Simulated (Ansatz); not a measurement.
# AgCl: what the fields show

```
Ag Cl
1.0
     3.29805   -3.29805    0.00000
     0.00000    3.29805   -3.29805
     3.12655    3.12655    3.12655
Ag Cl
3 3
Direct
  0.00000 0.00000 0.00000
  0.66667 0.33333 0.33333
  0.33333 0.66667 0.66667
  0.33333 0.66667 0.16667
  0.00000 0.00000 0.50000
  0.66667 0.33333 0.83333
```

Space group R-3m; a structure from a database of computed crystals, not necessarily the ambient phase; computed pressure about 7 GPa in this cell.

Level of theory: Ansatz, DFT PBEsol, scalar-relativistic, plane waves, PAW.

In a PAW calculation such maps are meaningful between the atoms, not at the nuclei.

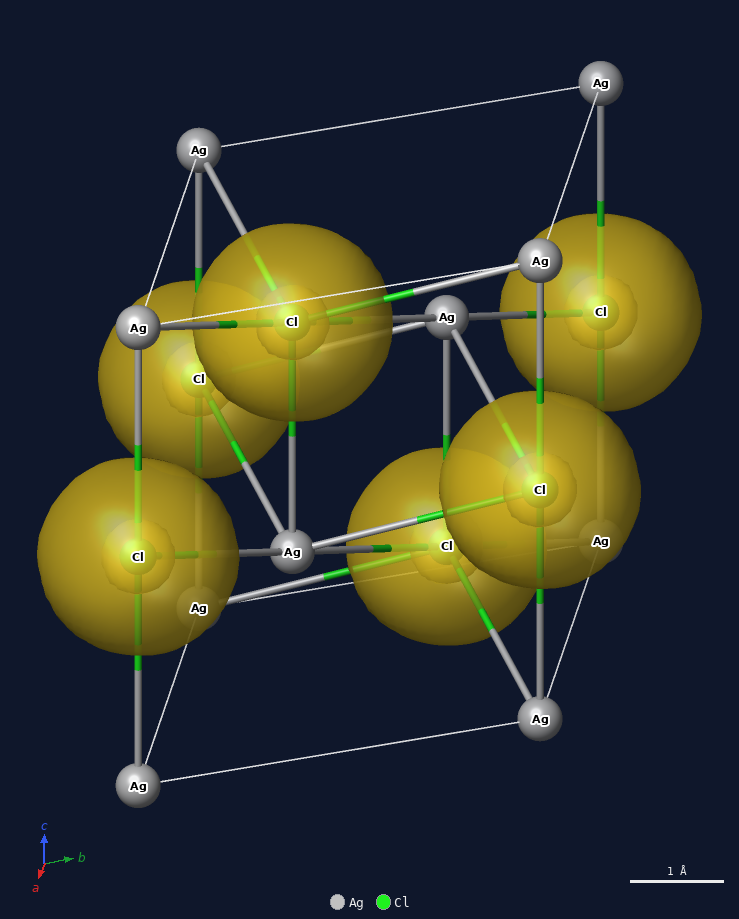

Figure 1. Isosurface of the ELF at 0.7 (yellow), seen at an oblique angle. Only the valence region is drawn (cores and ρ < 0.01 e/Å³ removed). Sticks mark near contacts.

### Where are the electrons localised?

At this value the surface marks out three regions wrapped around Cl (the valence shell of each), counted in one cell of 6 atoms. Any copies at cell faces, edges or corners count once. Profiles from the grid: Ag–Cl (2.71 Å): the ELF peaks at about 0.85 in the valence shell of Cl, 0.7 Å from its nucleus, and drops to about 0.10 between the two atoms; no localised pair shows between them. Ag–Cl (2.84 Å): the ELF peaks at about 0.85 in the valence shell of Cl, 0.7 Å from its nucleus, and drops to about 0.10 between the two atoms: no shared electron pair shows on this line.

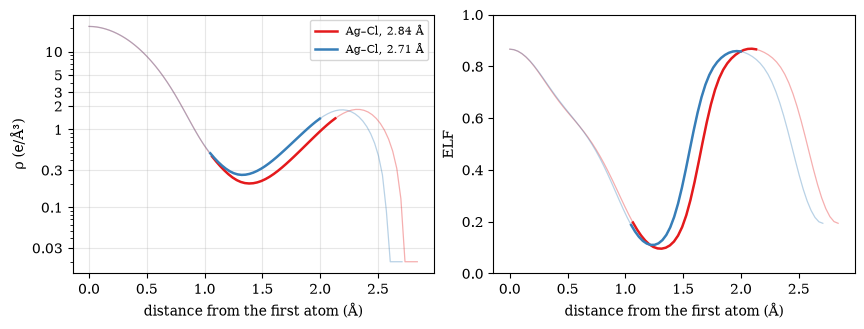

Figure 2. Valence pseudo-density and ELF along straight lines between neighbouring atoms. Thin, pale parts lie inside the atomic spheres.

### Compare the contacts.

Ag–Cl (2.84 Å): the density is about 0.2 e/Å³ at the midpoint; the ELF peaks at about 0.85 in the valence shell of Cl, 0.7 Å from its nucleus, and drops to about 0.10 between the two atoms; no shared electron pair shows on this line.
Ag–Cl (2.71 Å): ρ is about 0.26 e/Å³ halfway; the ELF peaks at about 0.85 in the valence shell of Cl, 0.7 Å from its nucleus, and drops to about 0.10 between the two atoms; no localised pair shows between them.

### Does the calculation make it a metal, or give it a gap?

It is gapped, with a Kohn–Sham gap of 0.40 eV on the k-point mesh, an upper bound to the gap of this method.
